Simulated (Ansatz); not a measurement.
## Wannier-function calculation, with input and output: LiF

The run: Wannier-function calculation of LiF (4 atoms in the cell). Method and program: maximally localised Wannier functions of r2SCAN bands, plane waves, PAW, no spin polarisation (Ansatz 0.2.0).

The structure was built on a prototype by a generator. The geometry comes from this level: r2SCAN. It belongs to a series of runs on one base structure; here: anion p. Figures and captions count atoms from 1; the log counts them from 0 in places.

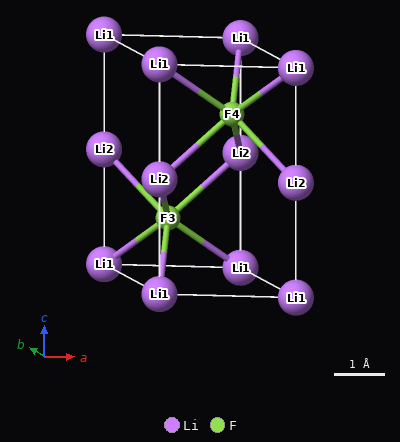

The structure as given in the input (ball-and-stick view of the cell of the calculation, seen slightly off an axis; atoms are numbered from 1 in the order of the input). Near neighbours in the crystal (not all of them lie inside the picture): Li has 6 F at 2.00 Å; F has 6 Li at 2.00 Å.

### Input
```yaml
crystal:
  lattice:
    - [2.7757075659, 0.0, 0.0]
    - [-1.3878537829, 2.4038332655, 0.0]
    - [0.0, 0.0, 4.782693844]
  atoms:
    - { symbol: Li, position: [0.0, 0.0, 0.0] }
    - { symbol: Li, position: [0.0, 0.0, 0.5] }
    - { symbol: F, position: [0.3333333333, 0.6666666667, 0.25] }
    - { symbol: F, position: [0.6666666667, 0.3333333333, 0.75] }
kpoints:
  mp_grid: { grid: [9, 9, 4] }
  band_path:
    path:
      - [[0.0, 0.0, 0.0], [0.5, 1.377253256512e-16, 0.0], [0.3333333333333, 0.3333333333333, 0.0], [0.0, 0.0, 0.0], [0.0, 0.0, 0.5], [0.5, 1.377253256512e-16, 0.5], [0.3333333333333, 0.3333333333333, 0.5], [0.0, 0.0, 0.5]]
      - [[0.5, 1.377253256512e-16, 0.5], [0.5, 1.377253256512e-16, 0.0]]
      - [[0.3333333333333, 0.3333333333333, 0.5], [0.3333333333333, 0.3333333333333, 0.0]]
    npoints: 10
hamiltonian:
  xc: r2scan
scf:
  occupations: { method: fixed }
  n_extra_bands: 6
output:
  forces: false
  stress: false
  eigenvalues: true
  wannier:
    kmesh: [9, 9, 4]
    projections: [{ species: F, l: p, shell: 2 }]
    minimise: true
    write_hr: true
    conv_tol: 1.0e-08
    max_iter: 3000
  write_density: true
  write_potential: true
  elf: true
  volumetric_format: npy
```

### File wannier.win
```
! ansatz wannier90 interface
! projections by site (counted from 0) and shell: 2 2P, 3 2P
! states of the run's bands (counted from 1): 5-10
! their least projectability: 0.9740
num_bands = 6
num_wann  = 6
num_iter  = 2000
conv_tol = 1e-8
conv_window = 5
guiding_centres = true
shell_list = 2 1
write_hr = true

begin unit_cell_cart
Ang
        2.775707565873402  -2.8867523713876367e-11                      0.0
       -1.387853782911701        2.403833265537468                      0.0
                      0.0                      0.0              4.782693844
end unit_cell_cart

begin atoms_frac
Li                       0.0                      0.0                      0.0
Li                       0.0                      0.0                      0.5
F         0.3333333333333333       0.6666666666666667                     0.25
F         0.6666666666666667       0.3333333333333333                     0.75
end atoms_frac

mp_grid = 9 9 4
```

Hardware: 4 threads of Arm Neoverse N1, 98 GiB of memory available, shared host.

Launch command:
```bash
ansatz run input.yaml --threads 4 --pin off --max-ram 3686MiB --backend cpu --events-out ev --progress --plain --runs-dir out
```

### The program's output
```
scf.n_extra_bands = 6 over 10 filled bands (N_el = 20.0): the run solves 16 bands
Engine: ansatz 0.2.0, aarch64-unknown-linux-gnu
Pseudopotentials: kind: paw
Pseudopotential: Li, paw, valence charge 3, recommended cutoff 500 eV (meta_gga), Li.paw.azcp
Pseudopotential: F, paw, valence charge 7, recommended cutoff 500 eV (meta_gga), F.paw.azcp
Functional definition: r2SCAN
  parameter k0 = 0.174
  parameter k1 = 0.065
  parameter a1 = 4.9479
  exchange = r2scan_x(k0 = k0, k1 = k1, a1 = a1)
  correlation = r2scan_c
Crystal: 4 atoms, lattice volume = 31.912 Å³
Basis set: ecut = 500 eV, 773 PW (Γ), exchange–correlation on 96×96×144 points (64 copies of the dense FFT grid, shifted against one another)
Bands: 16, of which v1, the nominal top of the filled ones, is band 10 counted from 1 (9 counted from 0)
Symmetry: 24 space group operations
Space group: P63/mmc (ITA 194), of the structure as read, at distance tolerance 3.2e-5 Å
k-points: 36 of 324
Non-local potential: Li, projectors of the file, l = 0: 3, l = 1: 2, l = 2: 1
Non-local potential: F, projectors of the file, l = 0: 2, l = 1: 2, l = 2: 1
PAW form: soft (Blöchl's): semilocal exchange-correlation on the pseudo side does not see the compensation charge
PAW frozen core: F, regenerated for the run's functional (the file was generated under x = pbe(κ = 0.804, μ = 0.2195149727645171), c = pbe(β = 0.06672455060314922))
PAW one-centre angular grid: Li, 302 points (default); XC on 327 of its mesh's 2665 points in the sphere
PAW one-centre angular grid: F, 302 points (default); XC on 160 Gauss nodes
Initial density: superposition of atomic densities (neutral atoms: chi_scale 0, normalization atom), corrected by the library's trained network
Initial wavefunctions: pseudopotential atomic-orbital guess
Functional: x = r2scan, c = r2scan; τ floored in thin density (d = 2e-4 eV/Å³)
SCF iter   1: F=—  HF=-2036.396392 eV  |F-HF|=—  |Δ(HF+E_count)|=         —  Δρ=7.69e-3  dr2=1.67e-2  dr2_τ=6.80e-2  ethr=1.77e-3  ⟨swp⟩=4.1  Hψ=2537  notcnv=0  defer=118
preconditioner: auto → none  [insulator: Δε(μ)=10.352 eV  Ē_g=23.357 eV  n_scr=2 (ndim 8)  ℏωp=26.3 eV  f_vac=0.000  ε∞_Penn≈2.3]
SCF iter   2: F=—  HF=-2036.482164 eV  |F-HF|=—  |Δ(HF+E_count)|=   8.58e-2  Δρ=4.57e-3  dr2=1.63e-3  dr2_τ=5.95e-4  ethr=8.35e-5  ⟨swp⟩=3.0  Hψ=1312  notcnv=0  defer=144
SCF iter   3: F=—  HF=-2036.482006 eV  |F-HF|=—  |Δ(HF+E_count)|=   1.58e-4  Δρ=1.53e-3  dr2=3.47e-4  dr2_τ=5.97e-5  ethr=8.17e-6  ⟨swp⟩=2.4  Hψ=813  notcnv=0  defer=144
SCF iter   4: F=—  HF=-2036.481947 eV  |F-HF|=—  |Δ(HF+E_count)|=   5.90e-5  Δρ=6.27e-4  dr2=5.47e-5  dr2_τ=8.39e-6  ethr=1.73e-6  ⟨swp⟩=1.0  Hψ=513  notcnv=0  defer=101
SCF iter   5: F=—  HF=-2036.481937 eV  |F-HF|=—  |Δ(HF+E_count)|=   9.74e-6  Δρ=1.28e-4  dr2=1.96e-6  dr2_τ=3.69e-7  ethr=2.74e-7  ⟨swp⟩=1.0  Hψ=513  notcnv=0  defer=63
SCF iter   6: F=-2036.481937 eV  HF=-2036.481937 eV  |F-HF|=3.39e-8  |Δ(HF+E_count)|=   8.97e-8  Δρ=1.56e-5  dr2=1.95e-8  dr2_τ=7.13e-9  ethr=5.00e-10  ⟨swp⟩=6.8  Hψ=2286  notcnv=0
SCF 1 converged in 6 iterations: F = -2036.481937 eV  dr2 = 1.95e-8
  greatest PAW one-centre occupation: 0.999 electrons in one spin orbital (limit 2), on the Li atom at site 1 (counted from 0), in its partial waves of l = 0
```

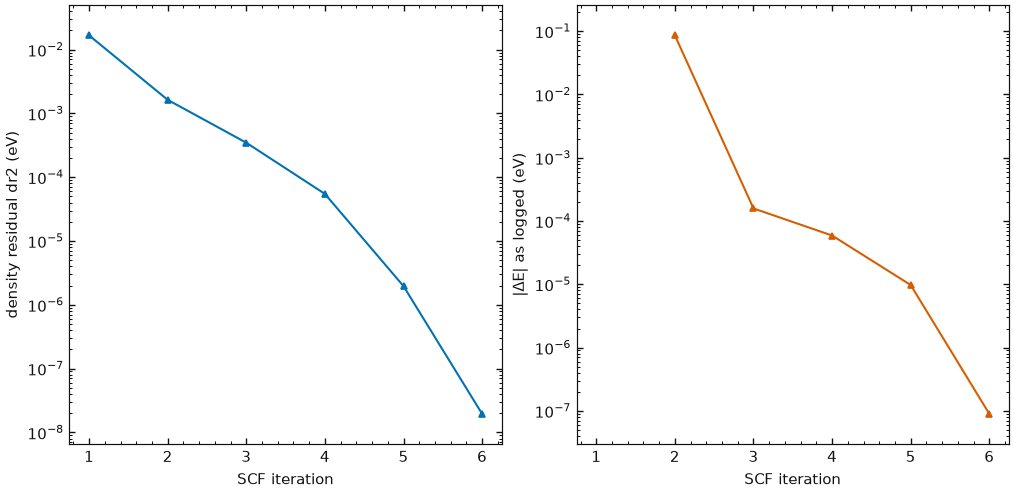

Convergence of the self-consistent field: density residual dr2 and size of the energy change against the SCF iteration. The residual falls at every step.

```
NSCF: frozen V_eff on 93 k-points
NSCF: frozen V_eff on 40 k-points
the Wannier pass solved 40 of the 324 points of its mesh, and has the states at the others by symmetry: states obtained by the crystal's operations at points that were solved too leave a residual of 3.56e-13 eV (read by the count's bands and the next), within 4.76e-6 eV
SCF converged after 6 iterations
Free energy (F): -2036.481937 eV
Harris-Foulkes:  -2036.481937 eV  (|F-HF|=3.39e-8)
Internal energy: -2036.481937 eV  (E = F + TS)
E sigma→0 (E₀):  -2036.481937 eV
Fermi energy:    0.666644 eV
--- Per-component energies (eV) ---
  E_band       = -253.648397
  E_kinetic    = 465.028495
  E_local      = -1273.532126  (includes V_loc(G=0)·N_el)
  E_nonlocal   = 79.361749
  E_hartree    = 447.055509
  E_xc         = -182.299198
  E_vxc        = -266.666963  (∫ρ·V_xc dr)
  E_paw        = -450.174955  (= ΣΔE_a)
  E_vpaw       = -171.290084  (= ΣTr[D̂ρ^β])
  E_aug_tail   = 0.001829  (compensation charges beyond the density's cutoff)
  E_vtau       = 19.337004  (kinetic-family band-sum trace: ∫τ·v_τ [+ j·A + Jᵃ·Aᵃ] dr)
  E_ewald      = -1121.860456
  E_core_change = -0.062783  (= ΣΔE_core)
  E_smearing   = -0.000000  (= −TS)
  E_closure    = -0.000000  (closes the sum)
  Σ components = -2036.481937   (vs F -2036.481937, Δ=0.00e0)
--- Band table (eV; the first three rows and the last of 36) ---
  k-point 0: bands = ["-41.4460", "-41.3524", "-20.6058", "-20.2600", "-2.0581", "0.3613", "0.4823", "0.4823", "0.6666", "0.6666", "10.8526", "12.6330", "18.4057", "22.2367", "22.2367", "24.4032"]
  k-point 1: bands = ["-41.4324", "-41.3661", "-20.5573", "-20.3129", "-1.7519", "-0.0580", "0.5096", "0.5096", "0.6399", "0.6399", "11.3227", "12.6173", "18.4286", "21.4989", "22.4191", "22.4191"]
  k-point 2: bands = ["-41.3993", "-41.3993", "-20.4372", "-20.4372", "-0.9586", "-0.9586", "0.5751", "0.5751", "0.5751", "0.5751", "12.2008", "12.2008", "19.2014", "19.2014", "23.0840", "23.0840"]
  k-point 35: bands = ["-41.3487", "-41.3487", "-19.9528", "-19.9528", "-1.9048", "-1.9048", "-1.1254", "-1.1254", "0.0833", "0.0833", "15.3018", "15.3018", "17.1280", "17.1280", "19.0252", "19.0252"]
Wannier search: line search 1 of at most 3000: gauge-dependent spread (as the search counts it) 0.0055496 Å², largest recent change 2.3e-5 Å² and fall left 1.4e-10 Å² against conv_tol 1.0e-8 Å², 0 stops escaped
```

### File rho_z.tsv
```
# z_ang	rho[e/angstrom^3]
# format = ansatz-planar-average/11
# lattice	2.775707566	-0.000000000	0.000000000
# lattice	-1.387853783	2.403833266	0.000000000
# lattice	0.000000000	0.000000000	4.782693844
# sites	4
# site	3	0.000000000	0.000000000	0.000000000
# site	3	0.000000000	0.000000000	2.391346922
# site	9	0.000000000	1.602555510	1.195673461
# site	9	1.387853783	0.801277755	3.587020383
0.000000	5.742985e-1
0.132853	5.083676e-1
0.265705	3.662652e-1
0.398558	2.617910e-1
0.531410	2.697993e-1
0.664263	4.019326e-1
0.797116	6.491352e-1
0.929968	9.684967e-1
1.062821	1.247929e0
1.195673	1.359380e0
1.328526	1.247929e0
1.461379	9.684967e-1
1.594231	6.491352e-1
1.727084	4.019326e-1
1.859936	2.697993e-1
1.992789	2.617910e-1
2.125642	3.662652e-1
2.258494	5.083676e-1
2.391347	5.742985e-1
2.524200	5.083676e-1
2.657052	3.662652e-1
2.789905	2.617910e-1
2.922757	2.697993e-1
3.055610	4.019326e-1
3.188463	6.491352e-1
3.321315	9.684967e-1
3.454168	1.247929e0
3.587020	1.359380e0
3.719873	1.247929e0
3.852726	9.684967e-1
3.985578	6.491352e-1
4.118431	4.019326e-1
4.251283	2.697993e-1
4.384136	2.617910e-1
4.516989	3.662652e-1
4.649841	5.083676e-1
```

### File wannier.spreads.toml
```
omega_i_ang2 = 3.3768165779238046
omega_d_ang2 = 0.0001814644304941702
omega_od_ang2 = 0.005368181991538635
omega_total_ang2 = 3.3823662243458372
least_projectability = 0.9739604965970504
b_vectors_match_mmn = true
n_iter = 6
converged = true
rejected_fitted_steps = 0

[[wannier]]
r = [0.000000000017190204425196296, 1.608651733582457, 1.1956734609965771]
spread = 0.5615144483124563

[[wannier]]
r = [1.387853782946477, 0.7951815319273569, 3.5870203830041696]
spread = 0.5615144483344778

[[wannier]]
r = [1.3878537829571522, 0.8074024943601491, 3.5870203829980754]
spread = 0.5615233159718152

[[wannier]]
r = [0.000000000013881752913199737, 1.5964307711842394, 1.1956734610055082]
spread = 0.5615233159852315

[[wannier]]
r = [1.3878537829520923, 0.8012778650395652, 3.587020382993601]
spread = 0.5681453478692671

[[wannier]]
r = [0.000000000024283075645193117, 1.60255540047094, 1.1956734610003354]
spread = 0.568145347871809

[[curvature_check]]
after_line_search = 6
omega_tilde_before_ang2 = 0.005549646422032805
krylov_steps = 18
lowest_ritz_value_ang2 = -6.546857320698818e-9
residual_ang2 = 1.5868939431901317e-19
settled = true
first_negative_step = 5
curvature_along_ang2 = -6.546857320698818e-9
angle_rad = 0.0
omega_tilde_lowest_ang2 = 0.005549646422032805
outcome = "no-descent"
```

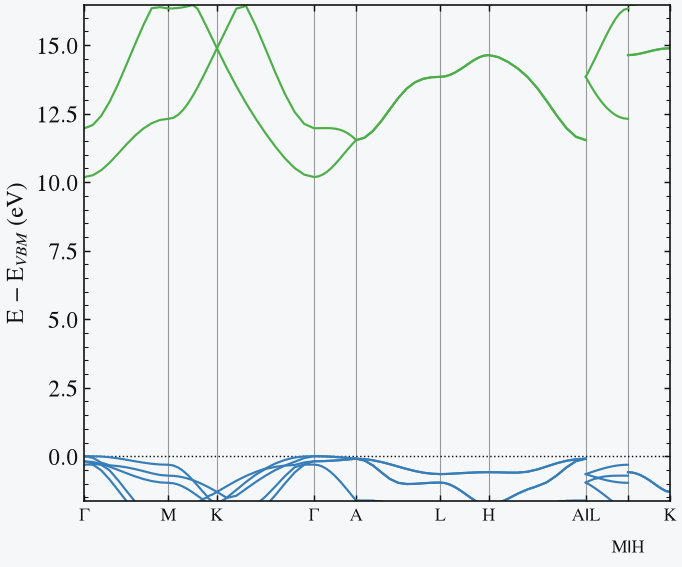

Band structure along Γ–M–K–Γ–A–L–H–A|L–M|H–K, with energies from the valence-band top. There is a gap of 10.19 eV on this path, direct, at Γ.

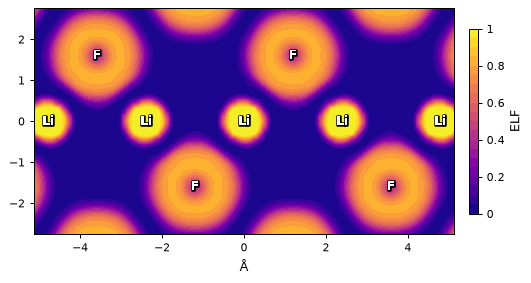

Electron localisation function on the (110) plane of the conventional cell. The plane passes through Li and F nuclei. Li–F (2.00 Å): the ELF is about 0.40 at the midpoint. The strong features right at Li lie inside the PAW spheres (semicore, d or f shells) and say nothing about bonding. In a PAW calculation such maps are meaningful between the atoms, not at the nuclei.

### Key numbers

```json
{"quantity": "outcome", "value": "converged"}
{"quantity": "space group (tolerance 0.01 Å)", "value": "P6₃/mmc (194)"}
{"quantity": "electrons treated", "value": "20"}
{"quantity": "free energy", "value": "−2036.4819 eV"}
{"quantity": "total spread of the Wannier functions", "value": "3.382 Å²"}
{"quantity": "Fermi energy", "value": "0.667 eV"}
{"quantity": "gap on the k-point mesh", "value": "10.19 eV"}
{"quantity": "wall time", "value": "3.6 s (CPU time 12 s)"}
{"quantity": "peak memory", "value": "0.36 GiB"}
```
